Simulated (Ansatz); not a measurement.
**Run report: RuS2, geometry relaxation (part 2 of 2)**

The same run, continued: RuS2 (12 atoms in the cell); DFT r2SCAN, scalar-relativistic, plane waves, PAW, no spin polarisation (Ansatz 0.2.0); cutoff 500 eV, 6×6×6 k-mesh, Gaussian smearing of 0.02 eV. The structure derives from a Materials Project entry. It belongs to a series of runs on one base structure; here: structure listed in a database for this formula (Pa-3, No. 205).

Geometry of the input (Å; fractional positions):
```
5.6306  0.0000  0.0000
0.0000  5.6306  0.0000
0.0000  0.0000  5.6306
Ru 0.0000  0.5000  0.5000
Ru 0.5000  0.5000  0.0000
Ru 0.5000  0.0000  0.5000
Ru 0.0000  0.0000  0.0000
S  0.3882  0.1118  0.8882
S  0.1118  0.8882  0.3882
S  0.8882  0.3882  0.1118
S  0.6118  0.6118  0.6118
S  0.3882  0.3882  0.3882
S  0.1118  0.6118  0.8882
S  0.8882  0.1118  0.6118
S  0.6118  0.8882  0.1118
```

### Output, continued
```
--- Forces (eV/Å), atoms counted from 1 ---
  atom   1  Ru    -0.00000000     0.00000000     0.00000000
  atom   2  Ru     0.00000000     0.00000000    -0.00000000
  atom   3  Ru    -0.00000000    -0.00000000    -0.00000000
  atom   4  Ru    -0.00000000    -0.00000000     0.00000000
  atom   5  S     -0.00020141     0.00020141    -0.00020141
  atom   6  S      0.00020141    -0.00020141    -0.00020141
  atom   7  S     -0.00020141    -0.00020141     0.00020141
  atom   8  S      0.00020141     0.00020141     0.00020141
  atom   9  S     -0.00020141    -0.00020141    -0.00020141
  atom  10  S      0.00020141     0.00020141    -0.00020141
  atom  11  S     -0.00020141     0.00020141     0.00020141
  atom  12  S      0.00020141    -0.00020141     0.00020141
  max |Σ_I F_I| component: 1.46e-17 eV/Å
--- Stress (GPa, compression-positive) ---
        0.002362      -0.000000       0.000000
       -0.000000       0.002362      -0.000000
        0.000000      -0.000000       0.002362
  P = ⅓ Tr σ = 0.0024 GPa (0.024 kbar)
--- Band table (eV; the first three rows and the last of 24) ---
  k-point 0: bands = ["-60.8157", "-60.8146", "-60.8146", "-60.8146", "-30.1690", "-30.1690", "-30.1690", "-30.1585", "-30.1585", "-30.1552", "-30.1552", "-30.1552", "-29.9593", "-29.9554", "-29.9554", "-29.9554", "-3.8154", "-2.3252", "-2.3252", "-2.3252", "0.6742", "0.6742", "0.6742", "1.6886", "6.0852", "6.0852", "6.0852", "7.6874", "7.6874", "7.6874", "7.9956", "7.9956", "7.9956", "8.1344", "8.5197", "8.5197", "8.5237", "8.5237", "8.8251", "8.8251", "8.8251", "10.4318", "10.4318", "10.4318", "11.4180", "11.4180", "11.4180", "12.2537", "12.2537", "12.4135", "12.4135", "12.4135", "12.4955", "12.4955", "12.4955", "12.7559", "13.9070", "15.8566", "15.8566", "15.8566", "15.9082", "15.9082", "15.9082", "18.1384", "18.1384", "18.1384", "18.4317", "18.4317"]
  k-point 1: bands = ["-60.8156", "-60.8146", "-60.8146", "-60.8146", "-30.1683", "-30.1683", "-30.1683", "-30.1592", "-30.1583", "-30.1559", "-30.1559", "-30.1555", "-29.9591", "-29.9557", "-29.9555", "-29.9555", "-3.7198", "-2.4177", "-2.2882", "-2.2858", "0.6206", "0.6578", "0.6700", "1.5202", "6.1093", "6.1389", "6.1716", "7.2949", "7.3379", "7.6352", "7.7797", "8.0222", "8.1061", "8.1670", "8.3709", "8.4698", "8.4904", "8.6219", "9.0613", "9.2608", "9.3674", "10.1304", "10.1443", "10.7979", "11.5300", "11.6864", "11.7479", "12.0994", "12.2608", "12.2869", "12.4229", "12.4267", "12.4585", "12.4890", "12.6159", "12.7910", "14.2295", "15.6277", "15.7249", "15.8428", "15.8730", "15.9896", "16.1305", "17.7377", "17.9078", "17.9723", "17.9898", "18.2787"]
  k-point 2: bands = ["-60.8154", "-60.8148", "-60.8146", "-60.8146", "-30.1666", "-30.1666", "-30.1664", "-30.1612", "-30.1577", "-30.1576", "-30.1575", "-30.1561", "-29.9584", "-29.9565", "-29.9556", "-29.9556", "-3.4520", "-2.6882", "-2.2086", "-2.2040", "0.5509", "0.6115", "0.6956", "1.1584", "6.1115", "6.1418", "6.2324", "6.7524", "7.0222", "7.4491", "8.0183", "8.0628", "8.1384", "8.1391", "8.2930", "8.5296", "8.5900", "8.8671", "9.4715", "9.4946", "9.6689", "9.8444", "10.2913", "10.7752", "11.7261", "11.8451", "11.9512", "12.1776", "12.2532", "12.2626", "12.3465", "12.4081", "12.5666", "12.7321", "12.8438", "12.9270", "14.9075", "15.3013", "15.7667", "15.8558", "15.9262", "16.0542", "16.3874", "16.6952", "17.3329", "17.4918", "17.7302", "17.9284"]
  k-point 23: bands = ["-60.8148", "-60.8148", "-60.8148", "-60.8148", "-30.1685", "-30.1685", "-30.1685", "-30.1685", "-30.1545", "-30.1545", "-30.1545", "-30.1545", "-29.9564", "-29.9564", "-29.9564", "-29.9564", "-2.2895", "-2.2895", "-2.2895", "-2.2895", "0.0289", "0.0289", "0.0289", "0.0289", "6.2492", "6.2492", "6.2492", "6.2492", "7.5820", "7.5820", "7.5820", "7.5820", "7.7877", "7.7877", "7.7877", "7.7877", "11.0705", "11.0705", "11.0705", "11.0705", "11.2517", "11.2517", "11.2517", "11.2517", "11.4243", "11.4243", "11.4243", "11.4243", "11.4994", "11.4994", "11.4994", "11.4994", "12.3123", "12.3123", "12.3123", "12.3123", "15.5661", "15.5661", "15.5661", "15.5661", "16.7445", "16.7445", "16.7445", "16.7445", "17.1231", "17.1231", "17.1231", "17.1231"]
--- Relaxed structure (3 steps of the walk, 3 accepted, 1 SCFs on fresh bases) ---
  F+E_penalty+E_count = -30817.79137306 eV   max|allowed force component| = 2.014e-4 eV/Å   (the final SCF, on the basis selected at the relaxed cell)
  cell:  # Å, volume = 178.6338 Å³
    - [5.631895143930467, -5.617295671129438e-34, 0.0]
    - [-5.697542752145572e-34, 5.631895143930467, 0.0]
    - [-8.024708101613482e-36, 0.0, 5.631895143930467]
  atoms:
    - { symbol: Ru, position: [8.023125872099908e-21, 0.5, 0.5] }
    - { symbol: Ru, position: [0.5, 0.5, -8.023125872099934e-21] }
    - { symbol: Ru, position: [0.5, 4.8138755232599564e-21, 0.5] }
    - { symbol: Ru, position: [8.023125872099919e-21, 4.813875523259957e-21, -8.023125872099928e-21] }
    - { symbol: S, position: [0.3879136188209873, 0.11208638117901268, 0.8879136188209872] }
    - { symbol: S, position: [0.11208638117901268, 0.8879136188209872, 0.3879136188209873] }
    - { symbol: S, position: [0.8879136188209872, 0.3879136188209873, 0.11208638117901268] }
    - { symbol: S, position: [0.6120863811790127, 0.6120863811790127, 0.6120863811790127] }
    - { symbol: S, position: [0.3879136188209873, 0.3879136188209873, 0.3879136188209873] }
    - { symbol: S, position: [0.11208638117901268, 0.6120863811790127, 0.8879136188209872] }
    - { symbol: S, position: [0.8879136188209872, 0.11208638117901268, 0.6120863811790127] }
    - { symbol: S, position: [0.6120863811790127, 0.8879136188209872, 0.11208638117901268] }
```

### Trajectory as extended XYZ (Å, eV, eV/Å), 4 frames, from step=1 to step=4
```
12
Lattice="5.6306 0.0000 0.0000 0.0000 5.6306 0.0000 0.0000 0.0000 5.6306" Properties=species:S:1:pos:R:3:forces:R:3 step=1 energy=-30817.79081 pressure_GPa=0.13
Ru    0.0000    2.8153    2.8153    0.0000   0.0000   0.0000
Ru    2.8153    2.8153    0.0000    0.0000   0.0000   0.0000
Ru    2.8153    0.0000    2.8153    0.0000   0.0000   0.0000
Ru    0.0000    0.0000    0.0000    0.0000   0.0000   0.0000
S     2.1858    0.6295    5.0011   -0.0270   0.0270  -0.0270
S     0.6295    5.0011    2.1858    0.0270  -0.0270  -0.0270
S     5.0011    2.1858    0.6295   -0.0270  -0.0270   0.0270
S     3.4448    3.4448    3.4448    0.0270   0.0270   0.0270
S     2.1858    2.1858    2.1858   -0.0270  -0.0270  -0.0270
S     0.6295    3.4448    5.0011    0.0270   0.0270  -0.0270
S     5.0011    0.6295    3.4448   -0.0270   0.0270   0.0270
S     3.4448    5.0011    0.6295    0.0270  -0.0270   0.0270
12
Lattice="5.6314 0.0000 0.0000 0.0000 5.6314 0.0000 0.0000 0.0000 5.6314" Properties=species:S:1:pos:R:3:forces:R:3 step=2 energy=-30817.79115 pressure_GPa=0.06
Ru    0.0000    2.8157    2.8157    0.0000   0.0000   0.0000
Ru    2.8157    2.8157    0.0000    0.0000   0.0000   0.0000
Ru    2.8157    0.0000    2.8157    0.0000   0.0000   0.0000
Ru    0.0000    0.0000    0.0000    0.0000   0.0000   0.0000
S     2.1855    0.6302    5.0012   -0.0168   0.0168  -0.0168
S     0.6302    5.0012    2.1855    0.0168  -0.0168  -0.0168
S     5.0012    2.1855    0.6302   -0.0168  -0.0168   0.0168
S     3.4459    3.4459    3.4459    0.0168   0.0168   0.0168
S     2.1855    2.1855    2.1855   -0.0168  -0.0168  -0.0168
S     0.6302    3.4459    5.0012    0.0168   0.0168  -0.0168
S     5.0012    0.6302    3.4459   -0.0168   0.0168   0.0168
S     3.4459    5.0012    0.6302    0.0168  -0.0168   0.0168
12
Lattice="5.6319 0.0000 0.0000 0.0000 5.6319 0.0000 0.0000 0.0000 5.6319" Properties=species:S:1:pos:R:3:forces:R:3 step=3 energy=-30817.79135 pressure_GPa=0.00
Ru    0.0000    2.8159    2.8159    0.0000   0.0000   0.0000
Ru    2.8159    2.8159    0.0000    0.0000   0.0000   0.0000
Ru    2.8159    0.0000    2.8159    0.0000   0.0000   0.0000
Ru    0.0000    0.0000    0.0000    0.0000   0.0000   0.0000
S     2.1847    0.6313    5.0006   -0.0002   0.0002  -0.0002
S     0.6313    5.0006    2.1847    0.0002  -0.0002  -0.0002
S     5.0006    2.1847    0.6313   -0.0002  -0.0002   0.0002
S     3.4472    3.4472    3.4472    0.0002   0.0002   0.0002
S     2.1847    2.1847    2.1847   -0.0002  -0.0002  -0.0002
S     0.6313    3.4472    5.0006    0.0002   0.0002  -0.0002
S     5.0006    0.6313    3.4472   -0.0002   0.0002   0.0002
S     3.4472    5.0006    0.6313    0.0002  -0.0002   0.0002
12
Lattice="5.6319 0.0000 0.0000 0.0000 5.6319 0.0000 0.0000 0.0000 5.6319" Properties=species:S:1:pos:R:3:forces:R:3 step=4 energy=-30817.79137 pressure_GPa=0.00
Ru    0.0000    2.8159    2.8159    0.0000   0.0000   0.0000
Ru    2.8159    2.8159    0.0000    0.0000   0.0000   0.0000
Ru    2.8159    0.0000    2.8159    0.0000   0.0000   0.0000
Ru    0.0000    0.0000    0.0000    0.0000   0.0000   0.0000
S     2.1847    0.6313    5.0006   -0.0002   0.0002  -0.0002
S     0.6313    5.0006    2.1847    0.0002  -0.0002  -0.0002
S     5.0006    2.1847    0.6313   -0.0002  -0.0002   0.0002
S     3.4472    3.4472    3.4472    0.0002   0.0002   0.0002
S     2.1847    2.1847    2.1847   -0.0002  -0.0002  -0.0002
S     0.6313    3.4472    5.0006    0.0002   0.0002  -0.0002
S     5.0006    0.6313    3.4472   -0.0002   0.0002   0.0002
S     3.4472    5.0006    0.6313    0.0002  -0.0002   0.0002
```

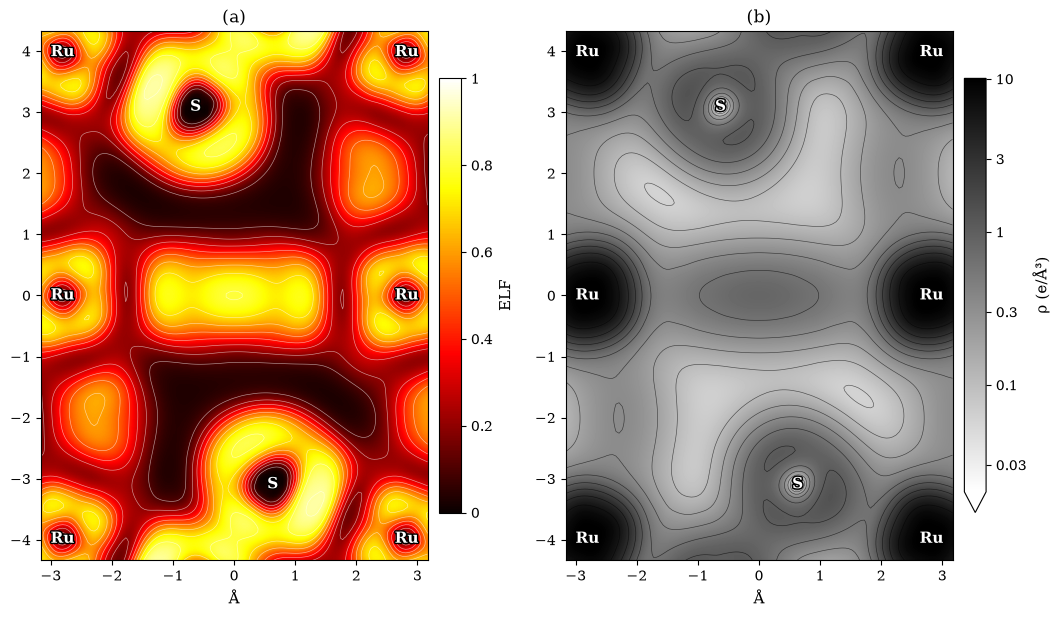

*(a) ELF; (b) valence charge density (pseudo) on the (011) plane of the conventional cell.*

Ru–S (2.36 Å): the density is about 0.62 e/Å³ at the midpoint; the ELF is about 0.40 at the midpoint. Away from the nuclei the density in this plane falls to 0.06 e/Å³ at its lowest. The strong features right at Ru lie inside the PAW spheres (semicore, d or f shells) and say nothing about bonding. The fields are those of the smooth PAW valence density.

### Key numbers

```csv
quantity,value
outcome,converged
space group (tolerance 0.01 Å),Pa-3 (205)
electrons treated,112
free energy,−30817.7914 eV
Fermi energy,13.456 eV
gap on the k-point mesh,0.90 eV
pressure,0.00 GPa
final volume,178.63 Å³
largest force (length of the vector) at the end,under 0.001 eV/Å
final cell,"a = 5.632 Å, b = 5.632 Å, c = 5.632 Å, α = 90.00°, β = 90.00°, γ = 90.00°"
hardware,"1 thread of Arm Neoverse V2, 24 GiB of memory available, shared host"
wall time,2.5 min
peak memory,0.93 GiB
```
